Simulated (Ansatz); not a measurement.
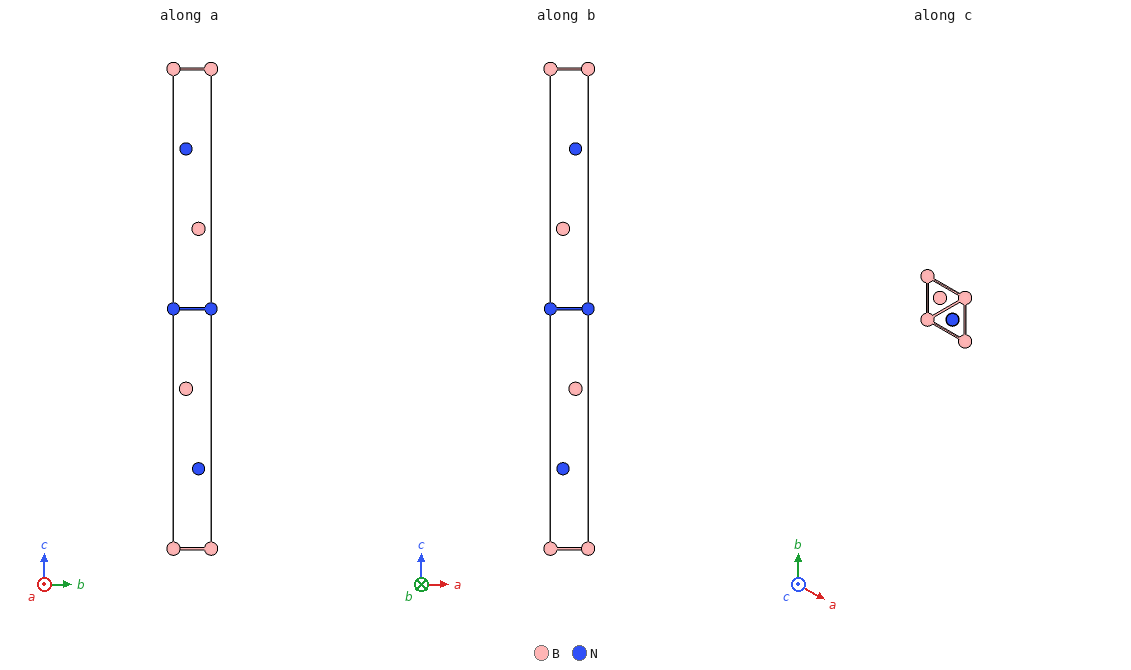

Ball-and-stick drawing of the structure, looking along the a axis, along the b axis and along the c axis. Lines trace the edges of the conventional unit cell.

The lattice constants are a = 1.803 Å, b = 1.803 Å, c = 19.903 Å, α = 90.00°, β = 90.00°, γ = 120.00°.

The bonds drawn are B–B up to 1.95 Å, N–N up to 2.07 Å (cut-off distances).

The composition is BN.

To which lattice type does it belong?

Answer. Rhombohedral (trigonal R) lattice; the crystal system is trigonal.

State the space group and its number.

Answer. R-3m (No. 166), with B on 3a and N on 3b.

Is the bonded network molecular, chain-like, layered or three-dimensional?

Answer. The bonds build B and N layers parallel to (001).

Origin of the cell: a textbook structure type filled with these elements (whether it is the usual form wasn't checked). The picture shows the end point of a geometry optimisation with Ansatz 0.2.0, DFT r2SCAN, scalar-relativistic, plane waves, PAW.
